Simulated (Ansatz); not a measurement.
Sn: several calculations on one system

Part 1: Scan

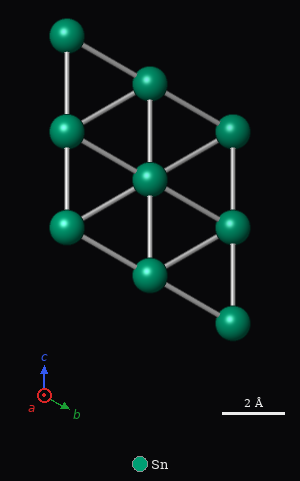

A scan of crystalline Sn (Im-3m): the cell is strained equally along x and y and separately along z, with the atoms kept at their fractional coordinates. x, y and z are the Cartesian axes of the input. The picture shows the reference cell. Style: ball-and-stick. Shown: the cell of the calculation, repeated 2 × 2 × 2 with one cell outlined, along the a axis.

The calculation used DFT r2SCAN, scalar-relativistic, plane waves, PAW in Ansatz. Set-up: plane-wave cutoff 500 eV; k-point mesh 18 × 18 × 18; occupations gaussian; smearing width 0.15 eV; no spin polarisation. Energies (free energies at the smearing named) are counted from the cell as listed in its source, which wasn't relaxed.

Input
```yaml
crystal:
  lattice:
    - [-1.8946518192, 1.8946518192, 1.8946518192]
    - [1.8946518192, -1.8946518192, 1.8946518192]
    - [1.8946518192, 1.8946518192, -1.8946518192]
  atoms:
    - { symbol: Sn, position: [0.0, 0.0, 0.0] }
basis:
  ecutwfc: 500
kpoints:
  mp_grid: { grid: [18, 18, 18] }
hamiltonian:
  xc: r2scan
scf:
  occupations: { method: gaussian, width: 0.15 }
output:
  forces: true
  stress: true
  eigenvalues: true
  write_density: true
  write_potential: true
  elf: true
  volumetric_format: npy
```

Command:
```bash
ansatz run input.yaml --threads 1 --pin off --max-ram 2560MiB --backend cpu --events-out ev --progress --plain --runs-dir out
```

**Predict the energy profile on a grid with rows −0.030, −0.015, 0.000, 0.015, 0.030 and columns −0.030, −0.015, 0.000, 0.015, 0.030 (strain along x and y; strain along z).**

Rows: strain along x and y; columns: strain along z; values in meV/atom.

|  | −0.030 | −0.015 | 0.000 | 0.015 | 0.030 |
| --- | --- | --- | --- | --- | --- |
| −0.030 | 32.6 | 20.9 | 11.3 | 3.7 | −2.0 |
| −0.015 | 12.1 | 6.2 | 1.6 | −1.4 | −2.7 |
| 0.000 | −0.1 | −0.5 | 0.0 | 1.4 | 4.1 |
| 0.015 | −3.9 | −0.1 | 5.0 | 10.9 | 17.5 |
| 0.030 | −0.2 | 7.2 | 16.1 | 26.0 | 36.5 |

In pairs of (strain along x and y; strain along z): the lowest computed point lies at (0.015, −0.030) (−3.9 meV/atom), the highest at (0.030, 0.030) (36.5 meV/atom). It lies on the edge of the grid, so the true minimum may be outside the range scanned. The pressure runs from −4.0 GPa at (0.030, 0.030) to 5.2 GPa at (−0.030, −0.030).

Part 2: Scan

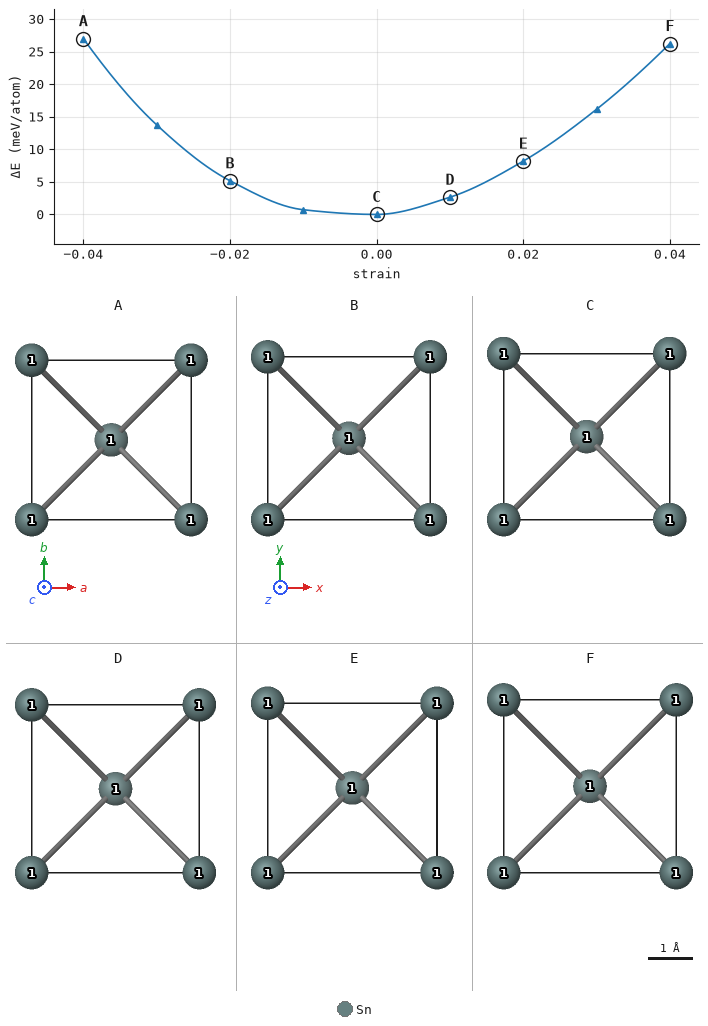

Crystalline Sn (Im-3m): the cell is strained equally along x and y, with the atoms kept at their fractional coordinates. x, y and z are the Cartesian axes of the input. The lettered frames are marked on the plot. Style: ball-and-stick. Shown: the conventional cell (2 times the calculation's cell), along the c axis. Lengths and directions refer to the drawn axes.

Theory: DFT r2SCAN, scalar-relativistic, plane waves, PAW (Ansatz 0.2.0). (plane-wave cutoff 500 eV; k-point mesh 22 × 22 × 22; occupations gaussian; smearing width 0.15 eV; no spin polarisation). Energies (free energies at the smearing named) are counted from the relaxed crystal.

Q: What does the scan show?

A: The lowest computed point lies at the strain 0.00 (0.0 meV/atom). At the ends of the scan the energy is 27.0 meV/atom (−0.04) and 26.2 meV/atom (0.04). The curvature at zero strain, (1/V) d²E/dε², is about 200 GPa; it is C₁₁ + C₂₂ + 2C₁₂ with clamped ions. The distortion takes the space group from Im-3m to I4/mmm. At the strain −0.04 the cell of the drawing goes a 3.783 → 3.631 Å, b 3.783 → 3.631 Å.

Part 3: Energy map

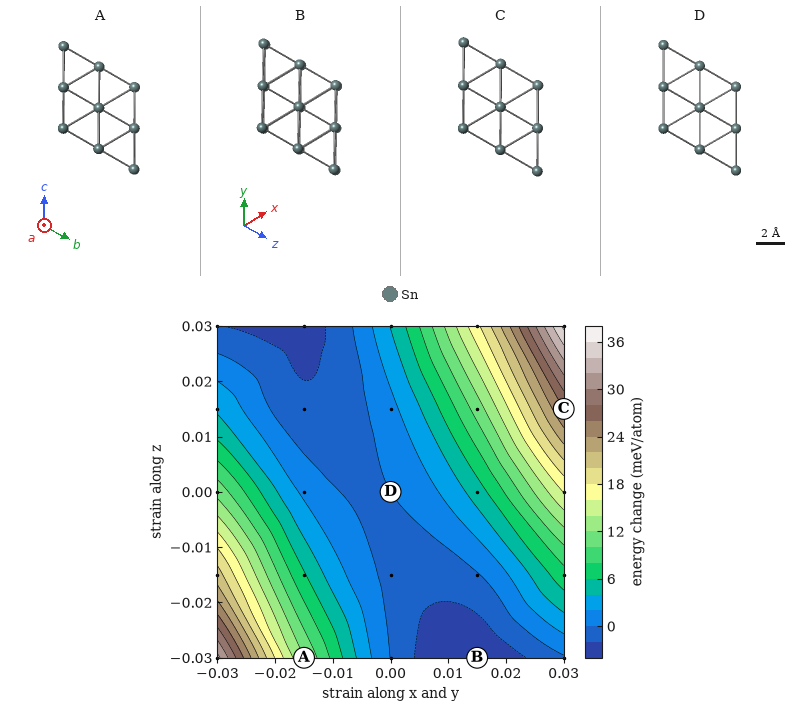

Energy scan for crystalline Sn (Im-3m), in which the cell is strained equally along x and y and separately along z, with the atoms kept at their fractional coordinates. x, y and z are the Cartesian axes of the input. The map is interpolated between the computed points (dots). The lettered frames are marked on it. The picture is a ball-and-stick view of the cell of the calculation, repeated 2 × 2 × 2 with one cell outlined, seen along the a axis.

These are results of Ansatz, DFT r2SCAN, scalar-relativistic, plane waves, PAW, not measurements. Set-up: plane-wave cutoff 500 eV; k-point mesh 18 × 18 × 18; occupations gaussian; smearing width 0.15 eV; no spin polarisation. Energies (free energies at the smearing named) are counted from the cell as listed in its source, which wasn't relaxed.

> Describe the energy landscape.

In pairs of (strain along x and y; strain along z): the lowest computed point lies at (0.015, −0.030) (−3.9 meV/atom), the highest at (0.030, 0.030) (36.5 meV/atom). It lies on the edge of the grid, so the true minimum may be outside the range scanned. The pressure runs from −4.0 GPa at (0.030, 0.030) to 5.2 GPa at (−0.030, −0.030). The frames lie at A (−0.015, −0.030): 12.1 meV/atom, B (0.015, −0.030): −3.9 meV/atom, C (0.030, 0.015): 26.0 meV/atom, D (0.000, 0.000): 0.0 meV/atom.

The computed points:

Rows: strain along x and y; columns: strain along z; values in meV/atom.

|  | −0.030 | −0.015 | 0.000 | 0.015 | 0.030 |
| --- | --- | --- | --- | --- | --- |
| −0.030 | 32.6 | 20.9 | 11.3 | 3.7 | −2.0 |
| −0.015 | 12.1 | 6.2 | 1.6 | −1.4 | −2.7 |
| 0.000 | −0.1 | −0.5 | 0.0 | 1.4 | 4.1 |
| 0.015 | −3.9 | −0.1 | 5.0 | 10.9 | 17.5 |
| 0.030 | −0.2 | 7.2 | 16.1 | 26.0 | 36.5 |
